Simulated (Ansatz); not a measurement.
Start from this file.

```yaml
crystal:
  lattice:
    - [3.55880, 0.00000, 0.00000]
    - [0.00000, 3.55880, 0.00000]
    - [0.00000, 0.00000, 4.06602]
  atoms:
    - { symbol: Sn, position: [0.00000, 0.50000, 0.28516] }
    - { symbol: Sn, position: [0.50000, 0.00000, 0.71484] }
    - { symbol: O, position: [0.50000, 0.50000, 0.00000] }
    - { symbol: O, position: [0.00000, 0.00000, 0.00000] }
```

> What would you see if this were drawn?

The stoichiometry is SnO. Space group: P4/nmm (No. 129). Lattice: primitive tetragonal. The cell comprises 2 formula units: 2 Sn, 2 O. Sn is coordinated by four O at 2.12 Å. O bonds to four Sn in a tetrahedral arrangement at 2.12 Å. The bonds build SnO layers parallel to (001).

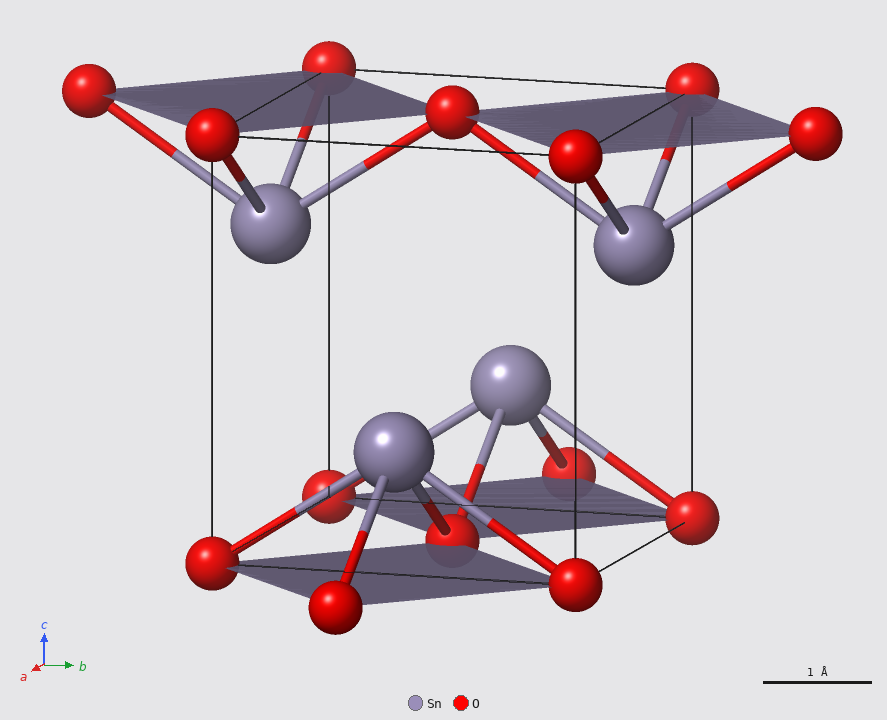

Structure drawing (polyhedral), viewed slightly off an axis. The conventional unit cell is outlined; an atom on or near a face, edge or corner is repeated at each equivalent position. A few atoms beyond the faces are included. Colours: tin purple, oxygen red.

The cell started as a structure listed in the Materials Project. It was relaxed with DFT r2SCAN, scalar-relativistic, plane waves, PAW in Ansatz under a constraint or pressure on the cell, so some stress remains.

At this level of theory the cell isn't at rest (compressed, at 30 GPa), so its distances can differ from those at equilibrium, the more so the softer the solid.
